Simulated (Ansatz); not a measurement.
## Geometry relaxation of CoO (part 1 of 3)

The run: geometry relaxation of CoO (R3m, 4 atoms in the cell). Method and program: DFT PBE+U+D3(BJ), scalar-relativistic, plane waves, PAW, Ueff = 3.32 eV on Co d, spin-polarised (Ansatz 0.2.0).

The structure derives from a Materials Project entry. Figures and captions count atoms from 1; the log counts them from 0 in places.

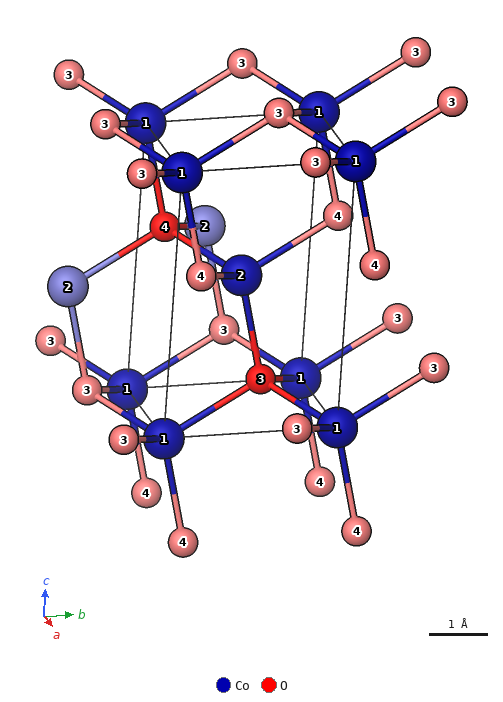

Figure 1. The input geometry (ball-and-stick view of the reduced cell, seen slightly off an axis; neighbours outside the cell are drawn fainter; atoms are numbered from 1 in the order of the input). Near neighbours in the crystal (not all of them lie inside the picture): Co has 4 O at 1.91 to 1.96 Å; O has 4 Co at 1.91 to 1.96 Å.

## Input
```yaml
crystal:
  lattice:
    - [1.6022198417, 0.9250420569, 5.1329417806]
    - [-1.6022198417, 0.9250420569, 5.1329417806]
    - [0.0, -1.8500841138, 5.1329417806]
  atoms:
    - { symbol: Co, position: [0.99948773, 0.99948773, 0.99948773], spin: -2.56 }
    - { symbol: Co, position: [0.49949059, 0.49949059, 0.49949059], spin: 2.56 }
    - { symbol: O, position: [0.37549553, 0.37549553, 0.37549553] }
    - { symbol: O, position: [0.8755255, 0.8755255, 0.8755255] }
basis:
  ecutwfc: 420
kpoints:
  mp_grid: { grid: [12, 12, 12] }
hamiltonian:
  xc: pbe
  dispersion: d3bj
  hubbard: { sites: [{ species: Co, l: d, u_eff: 3.32 }] }
scf:
  occupations: { method: gaussian, width: 0.02 }
output:
  forces: true
  stress: true
  eigenvalues: true
  populations: true
  write_density: true
  write_potential: true
  elf: true
  volumetric_format: npy
magnetization:
  spin_polarized: true
relax:
  adjacent_minimum: "off"
  f_tol: 0.02
  max_steps: 70
  cell: { stress_tol: 0.1 }
```

Command:
```bash
ansatz run input.yaml --threads 2 --pin off --max-ram 5120MiB --backend cpu --events-out ev --progress --plain --runs-dir out
```

## The program's output
```
basis.fft_grid_basis auto: the FFT boxes are laid along the combinations [[1, -1, 0], [0, 1, 0], [0, -1, 1]] of the cell's own vectors, 3.204, 5.456 and 3.204 Å long. The dense box has 24×40×24 points. Along the cell's own vectors, as sized, it would have 40×40×40, 2.78 times as many. Of the 6 symmetry operations that the crystal satisfies within crystal.symmetry.tolerance (time reversal apart; of a slab, those that keep its plane) the dense box along the cell's own vectors carries 6, and the one as laid loses 4 of those. basis.fft_grid_basis: typed keeps the cell's own vectors: state it where this run's energies or levels are differenced outside the engine with another run's, or held beside a run that keeps those vectors. Those combinations have planes normal to reciprocal vector 3, as the cell's own vectors have. Each planar average written beside output.write_density, output.write_potential has a row for each plane of the box: 24. The volumetric files lie along those combinations, not along the cell's own vectors: a cube or XSF file states them, and fields.json those of NumPy files.
Co: projections on atomic orbitals take those of the free atom [Ne] 3s2 3p6 3d7 4s2, of charge +0.00 (hamiltonian.pseudopotentials.projection_atoms); the dataset's partial waves leave at most 1.4e-6 of an orbital's norm unspanned inside its sphere
O: projections on atomic orbitals take those of the free atom [He] 2s2 2p4, of charge +0.00 (hamiltonian.pseudopotentials.projection_atoms); the dataset's partial waves leave at most 1.9e-8 of an orbital's norm unspanned inside its sphere
Engine: ansatz 0.2.0, x86_64-unknown-linux-gnu
Pseudopotentials: kind: paw
Pseudopotential: Co, paw, valence charge 17, recommended cutoff 420 eV (normal), Co.paw.azcp
Pseudopotential: O, paw, valence charge 6, recommended cutoff 420 eV (normal), O.paw.azcp
Functional definition: PBE
  parameter kappa = 0.804
  parameter beta = 0.06672455060314922
  exchange = pbe_x(kappa = kappa, mu = beta*pi^2/3)
  correlation = pbe_c(beta = beta)
Crystal: 4 atoms, lattice volume = 45.646 Å³
Basis set: ecut = 420 eV, 911 PW (Γ), FFT grids on a1−a2, a2, −a2+a3, exchange–correlation on 48×80×48 points (8 copies of the dense FFT grid, shifted against one another)
Bands: 31, of which v1, the nominal top of the filled ones, is band 23 counted from 1 (22 counted from 0)
Symmetry: 6 space group operations
Space group: R3m (ITA 160), of the structure as read, at distance tolerance 3.6e-5 Å
Magnetic group: BNS 160.65 (UNI 1295), of the structure as read, at distance tolerance 3.6e-5 Å
k-points: 189 of 1728 (time reversal used)
Non-local potential: Co, projectors of the file, l = 0: 3, l = 1: 2, l = 2: 3, l = 3: 1
Non-local potential: O, projectors of the file, l = 0: 2, l = 1: 2, l = 2: 1
PAW form: soft (Blöchl's): semilocal exchange-correlation on the pseudo side does not see the compensation charge
PAW one-centre angular grid: Co, 590 points (default); XC on 64 Gauss nodes
PAW one-centre angular grid: O, 110 points (default); XC on 64 Gauss nodes
Initial density: superposition of atomic densities (chi_scale 0.1, normalization cell, long waves kept (reshape's long-wave potential 0.00 eV rms))
Starting moments: Σ|m| = 5.12 μB on 2 of 4 sites
Starting magnetic order: compensated ferrimagnet; no operation exchanges its spin sublattices
Initial wavefunctions: pseudopotential atomic-orbital guess
Functional: x = pbe(κ = 0.804, μ = 0.2195149727645171), c = pbe(β = 0.06672455060314922)
SCF iter   1: F=—  HF=-11385.763753 eV  |F-HF|=—  |Δ(HF+E_count)|=         —  Δρ=1.94e-1 (↑1.93e-1 ↓1.94e-1)  dr2=4.36e1  dr2_m=3.02e0  M=-0.001 μB ∫|m|=3.289 μB  β_m=0.30  ethr=3.10e-3  ⟨swp⟩=5.0  Hψ=43765  notcnv=0
preconditioner: auto → Kerker (q_TF=auto, 2.732 Å⁻¹)  [metal: Δε(μ)=0.004 eV  Ē_g=11.926 eV  σ=0.020 eV  W_gap=0.12  n_scr=16 (ndim 8)  ℏωp=30.1 eV  f_vac=0.000  D(μ)=3.61/eV (n_scr^D=36)]
spin=Collinear: Kerker preconditioning applied to the charge; magnetization (m = ρ↑ − ρ↓) channel mixes plain (no charge-response kernel on spin).
SCF iter   2: F=—  HF=-11381.726893 eV  |F-HF|=—  |Δ(HF+E_count)|=    4.04e0  Δρ=6.60e-2 (↑6.59e-2 ↓6.60e-2)  dr2=1.93e0  dr2_m=8.25e-1  M=0.000 μB ∫|m|=5.189 μB  β_m=1.00  ethr=3.10e-3  ⟨swp⟩=3.0  Hψ=27358  notcnv=0  defer=1070
preconditioner: auto → none  [insulator: Δε(μ)=0.069 eV  Ē_g=11.665 eV  σ=0.020 eV  W_gap=0.98  n_scr=16 (ndim 8)  ℏωp=30.1 eV  f_vac=0.000  D(μ)=0.02/eV (n_scr^D=0)  ε∞_Penn≈7.7]
SCF iter   3: F=—  HF=-11382.142445 eV  |F-HF|=—  |Δ(HF+E_count)|=   4.16e-1  Δρ=3.17e-2 (↑3.17e-2 ↓3.17e-2)  dr2=5.37e-1  dr2_m=2.16e-2  M=0.000 μB ∫|m|=5.239 μB  β_m=1.00  ethr=3.10e-3  ⟨swp⟩=2.9  Hψ=24576  notcnv=0  defer=1098
SCF iter   4: F=—  HF=-11382.845957 eV  |F-HF|=—  |Δ(HF+E_count)|=   7.04e-1  Δρ=1.21e-2 (↑1.20e-2 ↓1.21e-2)  dr2=5.96e-2  dr2_m=4.44e-3  M=0.000 μB ∫|m|=5.283 μB  β_m=1.00  ethr=1.17e-3  ⟨swp⟩=2.7  Hψ=18623  notcnv=0  defer=1098
SCF iter   5: F=—  HF=-11383.359113 eV  |F-HF|=—  |Δ(HF+E_count)|=   5.13e-1  Δρ=1.18e-2 (↑1.18e-2 ↓1.13e-2)  dr2=1.02e-1  dr2_m=1.56e-2  M=0.000 μB ∫|m|=5.383 μB  β_m=1.00  ethr=1.30e-4  ⟨swp⟩=2.1  Hψ=21240  notcnv=0  defer=1084
SCF iter   6: F=—  HF=-11383.655361 eV  |F-HF|=—  |Δ(HF+E_count)|=   2.96e-1  Δρ=8.49e-3 (↑8.40e-3 ↓8.49e-3)  dr2=8.76e-2  dr2_m=2.84e-3  M=0.000 μB ∫|m|=5.421 μB  β_m=1.00  ethr=1.30e-4  ⟨swp⟩=3.0  Hψ=18019  notcnv=0  defer=1084
SCF iter   7: F=—  HF=-11383.815357 eV  |F-HF|=—  |Δ(HF+E_count)|=   1.60e-1  Δρ=5.57e-3 (↑5.57e-3 ↓5.25e-3)  dr2=3.59e-2  dr2_m=6.70e-4  M=0.000 μB ∫|m|=5.438 μB  β_m=0.30  ethr=1.30e-4  ⟨swp⟩=2.4  Hψ=16158  notcnv=0  defer=1084
Mixer restart at iter 7: flushing history
spin-set hold released at iteration 7 (site moments contracting): the magnetisation degrees of freedom join the quasi-Newton model from the next iteration; the mixer history was flushed
SCF iter   8: F=—  HF=-11383.904291 eV  |F-HF|=—  |Δ(HF+E_count)|=   8.89e-2  Δρ=3.00e-3 (↑2.75e-3 ↓3.00e-3)  dr2=2.75e-3  dr2_m=7.66e-4  M=0.000 μB ∫|m|=5.441 μB  β_m=0.54  ethr=7.81e-5  ⟨swp⟩=2.1  Hψ=18660  notcnv=0  defer=1069
SCF iter   9: F=—  HF=-11384.029534 eV  |F-HF|=—  |Δ(HF+E_count)|=   1.25e-1  Δρ=1.14e-2 (↑1.14e-2 ↓9.59e-3)  dr2=1.33e-1  dr2_m=5.42e-3  M=0.000 μB ∫|m|=5.500 μB  β_m=0.54  ethr=5.97e-6  ⟨swp⟩=3.1  Hψ=26831  notcnv=0  defer=1068
Mixer restart at iter 9: flushing history
SCF iter  10: F=—  HF=-11381.113844 eV  |F-HF|=—  |Δ(HF+E_count)|=         —  Δρ=2.06e-3 (↑1.55e-3 ↓2.06e-3)  dr2=1.94e-4  dr2_m=1.27e-3  M=0.000 μB ∫|m|=5.490 μB  β_m=1.00  ethr=5.97e-6  ⟨swp⟩=3.2  Hψ=27618  notcnv=0  defer=1074
Mixer restart at iter 10: flushing history
SCF iter  11: F=—  HF=-11384.013060 eV  |F-HF|=—  |Δ(HF+E_count)|=    2.90e0  Δρ=1.62e-3 (↑1.62e-3 ↓1.00e-3)  dr2=2.20e-3  dr2_m=9.99e-5  M=0.000 μB ∫|m|=5.495 μB  β_m=0.54  ethr=1.09e-4  ⟨swp⟩=2.0  Hψ=16396  notcnv=0  defer=1056
SCF iter  12: F=—  HF=-11384.013657 eV  |F-HF|=—  |Δ(HF+E_count)|=   5.97e-4  Δρ=2.17e-3 (↑2.17e-3 ↓1.62e-3)  dr2=4.95e-3  dr2_m=6.20e-5  M=0.000 μB ∫|m|=5.488 μB  β_m=0.54  ethr=4.78e-6  ⟨swp⟩=2.0  Hψ=25215  notcnv=0  defer=1056
SCF iter  13: F=—  HF=-11384.012668 eV  |F-HF|=—  |Δ(HF+E_count)|=   9.90e-4  Δρ=2.60e-4 (↑2.60e-4 ↓2.27e-4)  dr2=3.65e-5  dr2_m=9.94e-6  M=0.000 μB ∫|m|=5.492 μB  β_m=0.61  ethr=4.78e-6  ⟨swp⟩=2.3  Hψ=18037  notcnv=0  defer=1056
SCF iter  14: F=—  HF=-11384.012701 eV  |F-HF|=—  |Δ(HF+E_count)|=   3.36e-5  Δρ=3.12e-4 (↑2.06e-4 ↓3.12e-4)  dr2=8.15e-5  dr2_m=4.61e-6  M=0.000 μB ∫|m|=5.492 μB  β_m=0.61  ethr=7.93e-8  ⟨swp⟩=2.0  Hψ=18068  notcnv=0  defer=1056
SCF iter  15: F=—  HF=-11384.012699 eV  |F-HF|=—  |Δ(HF+E_count)|=   2.02e-6  Δρ=1.65e-4 (↑1.45e-4 ↓1.65e-4)  dr2=2.24e-5  dr2_m=1.39e-6  M=0.000 μB ∫|m|=5.491 μB  β_m=0.52  ethr=7.93e-8  ⟨swp⟩=2.0  Hψ=19175  notcnv=0  defer=1056
SCF iter  16: F=—  HF=-11384.012698 eV  |F-HF|=—  |Δ(HF+E_count)|=   1.61e-6  Δρ=6.11e-5 (↑6.07e-5 ↓6.11e-5)  dr2=7.38e-7  dr2_m=8.81e-7  M=0.000 μB ∫|m|=5.492 μB  β_m=0.72  ethr=4.88e-8  ⟨swp⟩=2.0  Hψ=18033  notcnv=0  defer=1056
SCF iter  17: F=—  HF=-11384.012702 eV  |F-HF|=—  |Δ(HF+E_count)|=         —  Δρ=2.68e-5 (↑2.54e-5 ↓2.68e-5)  dr2=1.81e-7  dr2_m=1.60e-7  M=0.000 μB ∫|m|=5.492 μB  β_m=1.00  ethr=1.60e-9  ⟨swp⟩=2.0  Hψ=19356  notcnv=0  defer=1056
Mixer restart at iter 17: flushing history
SCF iter  18: F=—  HF=-11381.435136 eV  |F-HF|=—  |Δ(HF+E_count)|=         —  Δρ=1.93e-2 (↑1.92e-2 ↓1.93e-2)  dr2=2.56e-1  dr2_m=8.16e-2  M=0.000 μB ∫|m|=5.269 μB  ethr=1.09e-4  ⟨swp⟩=2.4  Hψ=14106  notcnv=0  defer=1056
Mixer restart at iter 18: flushing history
SCF iter  19: F=—  HF=-11384.012702 eV  |F-HF|=—  |Δ(HF+E_count)|=         —  Δρ=2.27e-5 (↑2.17e-5 ↓2.27e-5)  dr2=1.69e-7  dr2_m=1.15e-7  M=0.000 μB ∫|m|=5.492 μB  β_m=0.72  ethr=3.92e-10  ⟨swp⟩=5.0  Hψ=38512  notcnv=0  defer=1054
SCF iter  20: F=—  HF=-11384.012702 eV  |F-HF|=—  |Δ(HF+E_count)|=   1.56e-7  Δρ=1.85e-5 (↑1.38e-5 ↓1.85e-5)  dr2=1.79e-7  dr2_m=4.37e-8  M=0.000 μB ∫|m|=5.492 μB  β_m=0.85  ethr=3.68e-10  ⟨swp⟩=2.2  Hψ=22497  notcnv=0  defer=1054
SCF iter  21: F=—  HF=-11384.012703 eV  |F-HF|=—  |Δ(HF+E_count)|=   3.10e-7  Δρ=3.32e-5 (↑2.68e-5 ↓3.32e-5)  dr2=1.21e-6  dr2_m=2.74e-8  M=0.000 μB ∫|m|=5.492 μB  β_m=0.63  ethr=3.68e-10  ⟨swp⟩=2.2  Hψ=19399  notcnv=0  defer=1054  recentre
SCF iter  22: F=—  HF=-11384.012702 eV  |F-HF|=—  |Δ(HF+E_count)|=   1.77e-7  Δρ=1.13e-5 (↑1.08e-5 ↓1.13e-5)  dr2=1.32e-7  dr2_m=9.03e-9  M=0.000 μB ∫|m|=5.492 μB  β_m=0.57  ethr=3.68e-10  ⟨swp⟩=2.1  Hψ=19213  notcnv=0  defer=1054
SCF iter  23: F=-11384.012702 eV  HF=-11384.012702 eV  |F-HF|=4.79e-8  |Δ(HF+E_count)|=   2.54e-8  Δρ=8.07e-6 (↑8.07e-6 ↓4.64e-6)  dr2=5.69e-8  dr2_m=3.16e-9  M=0.000 μB ∫|m|=5.492 μB  ethr=2.17e-10  ⟨swp⟩=11.5  Hψ=72183  notcnv=0
SCF 1 converged in 23 iterations: F = -11384.012702 eV  dr2 = 5.69e-8
  greatest PAW one-centre occupation: 1.003 electrons in one spin orbital (limit 2), on the Co atom at site 1 (counted from 0), in its partial waves of l = 1
relax step   1: F+E_penalty+E_count = -11384.01270230 eV  Δ(F+E_penalty+E_count) = +0.000e0 eV  max|allowed force component| = 1.028e-1 eV/Å  Δτ_max = 0.0000 Å  P = +7.310 GPa  Ω = 45.646 Å³  (23 SCF iters, dr2 threshold 1.00e-7 eV, accepted)
Crystal: 4 atoms, lattice volume = 46.708 Å³
Basis set: ecut = 420 eV, 923 PW (Γ), FFT grids on a1−a2, a2, −a2+a3, exchange–correlation on 48×80×48 points (8 copies of the dense FFT grid, shifted against one another)
Initial density: handed on by an earlier stage of this run
Starting moments: Σ|m| = 5.12 μB on 2 of 4 sites; this step starts from the density that it was given
Initial wavefunctions: those handed on with the density
iter 1 solved again at ethr=5.53e-6 eV; its pass at ethr=3.10e-3 eV (dr2=2.55e-3 eV) is discarded
```
